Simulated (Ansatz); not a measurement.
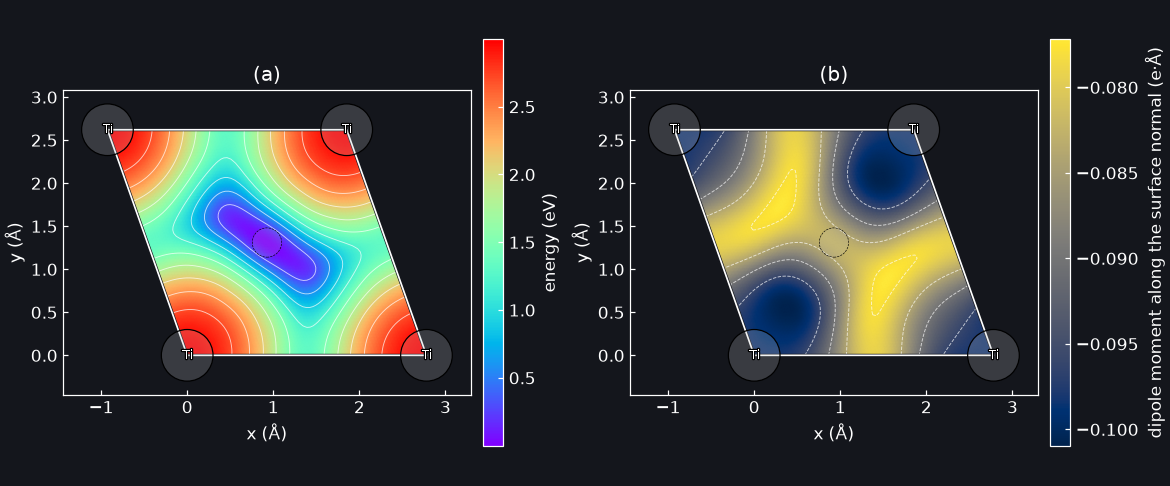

C on a Ti(110) slab cut from the Im-3m phase, its upper half relaxed before the scan (3 atoms of substrate and one adsorbate in a 1 × 1 cell). C is moved over the surface cell; relaxed at each place: the height of the adsorbate's atoms; substrate rigid; the origin of the map has the adsorbate above Ti3. Places are given modulo a cell vector. The map is drawn in real space over the plane of the surface. Grid: 6 × 6 points; 13 points were computed and 23 follow by symmetry. Energies are in eV, from the lowest grid point. With one adsorbate in each 1 × 1 cell, its nearest image is 2.8 Å away, so neighbouring adsorbates interact. The calculation used DFT PBEsol, scalar-relativistic, plane waves, PAW in Ansatz. Settings: cutoff 420 eV, k-mesh 10×10×1, gaussian smearing 0.1 eV, no spin polarisation.

Panel (a) is the energy and panel (b) the computed dipole moment along the surface normal on the same grid.

Drawn: a smooth colour map with a few white contour lines, labelled circles for the atoms of the top layer and small ones for the second layer, the outline of one cell of the plane. Between grid points the surface is interpolated.

> How does the dipole moment along the surface normal vary over the map, and what is it at the lowest grid point?

It runs from −0.10 e·Å at (1/6, 1/6) of the cell vectors [nearest 1 Ti at 1.89 Å] to −0.08 e·Å at (2/6, 4/6) of the cell vectors [nearest 1 Ti at 1.79 Å]. At the lowest grid point, a bridge site between two Ti atoms, over a second-layer Ti atom, (3/6, 3/6) of the cell vectors, it is −0.08 e·Å.

PAW datasets: the set soft_1.
